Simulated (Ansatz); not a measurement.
**Energy of Al along an even scaling of the cell**

System: Al (1 atom in the cell).
Method: Kohn-Sham DFT of a periodic cell, HSE03, Ansatz PAW, no spin polarisation (Ansatz 0.2.0).

The 5 runs differ only in the geometry, by an even scaling of the cell at fixed fractional positions. The structure derives from an entry of the Crystallography Open Database.

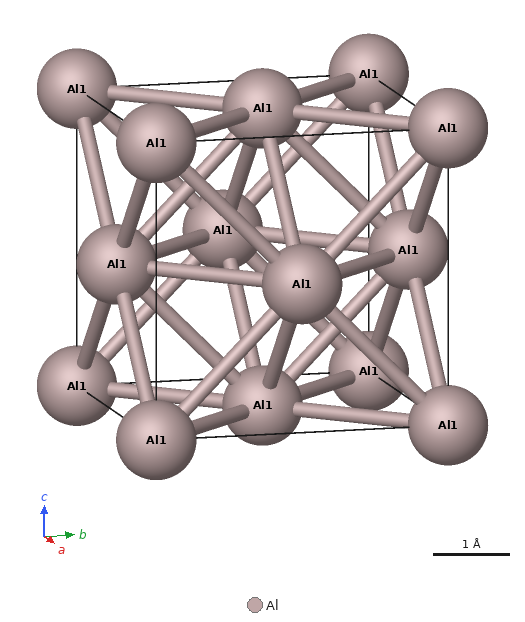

Figure 1. The structure of run 3 (ball-and-stick view of the cell 4 times as large as that of the calculation, set on its symmetry axes, seen slightly off an axis; atoms are numbered from 1 in the order of the input).

### Input of run 3
```yaml
crystal:
  lattice:
    - [0.0, 2.0112152952, 2.0112152952]
    - [2.0112152952, 0.0, 2.0112152952]
    - [2.0112152952, 2.0112152952, 0.0]
  atoms:
    - { symbol: Al, position: [0.0, 0.0, 0.0] }
hamiltonian:
  xc: { exchange: pbe, correlation: pbe, exx: { coeff: 0.25, omega: 0.3 } }
  pseudopotentials: { kind: paw }
kpoints:
  mp_grid: { grid: [6, 6, 6] }
scf:
  occupations: { method: fermi_dirac, width: 0.05 }
output:
  forces: true
  stress: true
  eigenvalues: true
```

Command:
```bash
ansatz run input.yaml --threads 2 --pin off --max-ram 5632MiB --backend cpu --events-out ev --progress --plain --runs-dir out
```

Run 2 differs from it as follows:
```diff
-    - [0.0, 2.0112152952, 2.0112152952]
-    - [2.0112152952, 0.0, 2.0112152952]
-    - [2.0112152952, 2.0112152952, 0.0]
+    - [0.0, 1.9974394157, 1.9974394157]
+    - [1.9974394157, 0.0, 1.9974394157]
+    - [1.9974394157, 1.9974394157, 0.0]
```

### Results, with one run withheld

```csv
run,volume per atom (Å³),"free energy per atom, from the lowest run given (meV)",pressure (GPa)
1,15.607,10.76,4.55
2,15.939,?,?
3,16.271,0.00,0.79
4,16.603,0.09,−0.81
5,17.267,9.33,−3.57
```

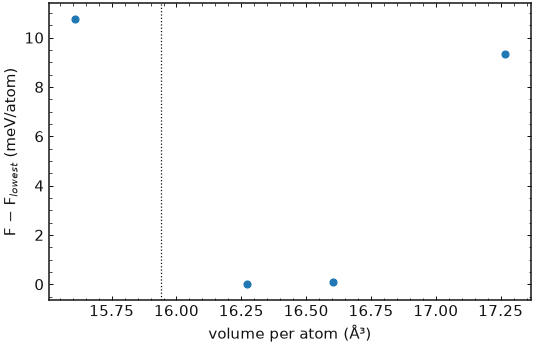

Figure 2. Free energy per atom of the runs given; the dotted line marks run 2.

What should run 2 give?

A quadratic polynomial in V^(−2/3) (the Birch–Murnaghan form), fitted to the 4 runs given, misses them by at most 0.02 meV per atom. With x = V^(−2/3) − 0.15480 Å⁻², it reads F = −0.36835 + 55.435 x + 3.8221e+05 x² (meV per atom). At run 2 it gives 3.46 meV per atom, and the run itself gives 3.47. The slope of the fit gives a pressure −dF/dV of 2.56 GPa there, and the run prints 2.56 GPa. The fit has its minimum at 16.430 Å³ per atom, where V d²F/dV² gives 79.3 GPa: the bulk modulus at this level, since symmetry fixes the shape and the positions.

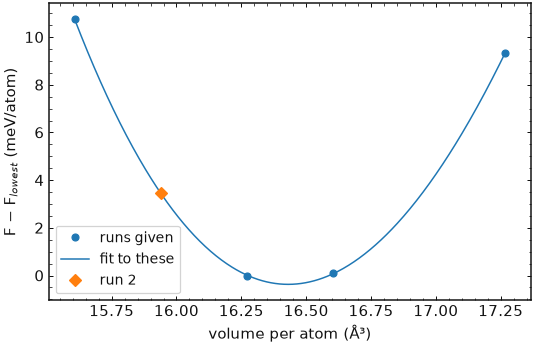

Figure 3. The fit and the withheld run.

### Output, shortened to warnings, some set-up lines, iterations and results (run 2)
```
Warning: output.stress: scf.convergence.dr2_threshold = 1e-7 eV (the SCF's general default) is looser than the 1e-10 eV advised for a printed stress (1e-10 eV for each atom of the cell: 1). What an SCF threshold leaves in a stress goes as its square root, and in the free energy as the threshold itself, and one threshold admits the most on a small cell: of the crystals measured, under no hybrid …
Warning: output.stress: scf.exx.energy_threshold = 1e-6 eV is looser than the 1e-8 eV advised for a stress under a hybrid functional (1e-8 eV for each atom of the cell: 1). Every SCF of the exchange loop can meet its threshold on dr2 while the loop round them stops early: no threshold on dr2 bounds what that leaves in the stress. Set scf.exx.energy_threshold to 1e-8 eV or tighter. The threshold …
Basis set: ecut = 420 eV, 331 PW (Γ), exchange–correlation on 40×40×40 points (8 copies of the dense FFT grid, shifted against one another)
Symmetry: 48 space group operations
k-points: 16 of 216
Initial density: superposition of atomic densities (neutral atoms: chi_scale 0, normalization atom), corrected by the library's trained network
[...]
SCF iter   1: F=—  HF=-537.559932 eV  |F-HF|=—  |Δ(HF+E_count)|=         —  Δρ=1.53e-3  dr2=3.21e-4  ethr=1.77e-3  ⟨swp⟩=5.9  Hψ=470  notcnv=0
SCF iter   2: F=—  HF=-537.559917 eV  |F-HF|=—  |Δ(HF+E_count)|=   1.49e-5  Δρ=7.45e-4  dr2=7.57e-5  ethr=1.07e-5  ⟨swp⟩=3.1  Hψ=163  notcnv=0  defer=3
SCF iter   3: F=—  HF=-537.559912 eV  |F-HF|=—  |Δ(HF+E_count)|=   5.18e-6  Δρ=1.06e-5  dr2=8.42e-9  ethr=2.94e-10  ⟨swp⟩=4.6  Hψ=305  notcnv=0
SCF iter   4: F=-537.559912 eV  HF=-537.559912 eV  |F-HF|=1.15e-10  |Δ(HF+E_count)|=   4.46e-9  Δρ=1.32e-6  dr2=9.89e-11  ethr=2.81e-10  ⟨swp⟩=2.0  Hψ=122  notcnv=0
SCF 1 converged in 4 iterations: F = -537.559912 eV  dr2 = 9.89e-11
[... 5 lines ...]
SCF iter   6: F=-537.915421 eV  HF=-537.915421 eV  |F-HF|=1.31e-8  |Δ(HF+E_count)|=   2.33e-6  Δρ=1.61e-5  dr2=4.57e-8  ethr=1.13e-9  ⟨swp⟩=3.9  Hψ=229  notcnv=0
SCF 2 converged in 6 iterations: F = -537.915421 eV  dr2 = 4.57e-8
SCF iter   1: F=—  HF=-537.915422 eV  |F-HF|=—  |Δ(HF+E_count)|=         —  Δρ=1.73e-5  dr2=4.47e-8  ethr=3.80e-8  ⟨swp⟩=3.4  Hψ=237  notcnv=0
SCF iter   2: F=-537.915422 eV  HF=-537.915422 eV  |F-HF|=1.80e-10  |Δ(HF+E_count)|=   1.39e-8  Δρ=1.85e-6  dr2=4.35e-10  ethr=1.36e-9  ⟨swp⟩=2.6  Hψ=141  notcnv=0
SCF 3 converged in 2 iterations: F = -537.915422 eV  dr2 = 4.35e-10
  Residual-converged pass: ⟨swp⟩=3.0  Hψ=142  notcnv=0  max |occ|·‖R‖ = 1.9e-6 eV (tolerance 2.4e-6 eV)  dr2=4.51e-10  dr2_onsite=4.97e-11  max |Δocc| = 5.6e-11
hybrid outer 2: dexx = +7.144e-10 eV, tail = 9.72e-10 eV, Δε = 4.98e-4 eV (about 4.65e-5 eV left of the loop's levels)
hybrid SCF converged: 2 outer / 8 inner (+4 warm-up), last move |dexx| = 7.14e-10 eV, tail = 9.72e-10 eV
Stability not checked: this state was not tested for a lower state beside it, because the functional holds exact exchange (a hybrid, or Hartree-Fock), whose exchange loop this test does not read (fock_operator; see scf.lower_state_search)
Free energy (F): -537.915422 eV
Frozen-core exchange: fock
Harris-Foulkes:  -537.915422 eV  (|F-HF|=1.80e-10)
Internal energy: -537.910174 eV  (E = F + TS)
E sigma→0 (E₀):  -537.912798 eV
Entropy (-TS):   -0.005248 eV (-5.248 meV/atom)
Fermi energy:    8.817579 eV
--- Per-component energies (eV) ---
  E_band       = 9.768639
  E_kinetic    = 23.277015
  E_local      = 10.523456  (includes V_loc(G=0)·N_el)
  E_nonlocal   = 10.201781
  E_hartree    = 0.109810
  E_xc         = -33.565889
  E_vxc        = -24.704565  (∫ρ·V_xc dr)
  E_exx        = -3.011433  (= α·E_x^exact, valence–valence)
  E_paw        = -471.032484  (= ΣΔE_a)
  E_vpaw       = -3.725802  (= ΣTr[D̂ρ^β])
  E_aug_tail   = -0.000002  (compensation charges beyond the density's cutoff)
  E_ewald      = -74.368150
  E_core_change = -0.044279  (= ΣΔE_core)
  E_smearing   = -0.005248  (= −TS)
  E_closure    = -0.000000  (closes the sum)
  Σ components = -537.915422   (vs F -537.915422, Δ=0.00e0)
--- Forces (eV/Å), atoms counted from 1 ---
  atom   1  Al     0.00000000     0.00000000    -0.00000000
  max |Σ_I F_I| component: 3.29e-32 eV/Å
--- Stress (GPa, compression-positive) ---
        2.564423       0.000000      -0.000000
        0.000000       2.564423      -0.000000
       -0.000000       0.000000       2.564423
  P = ⅓ Tr σ = 2.5644 GPa (25.644 kbar)
```

Warnings of the run: the exchange loop's threshold is looser than advised for the stress; the SCF threshold is looser than advised for the printed stress.
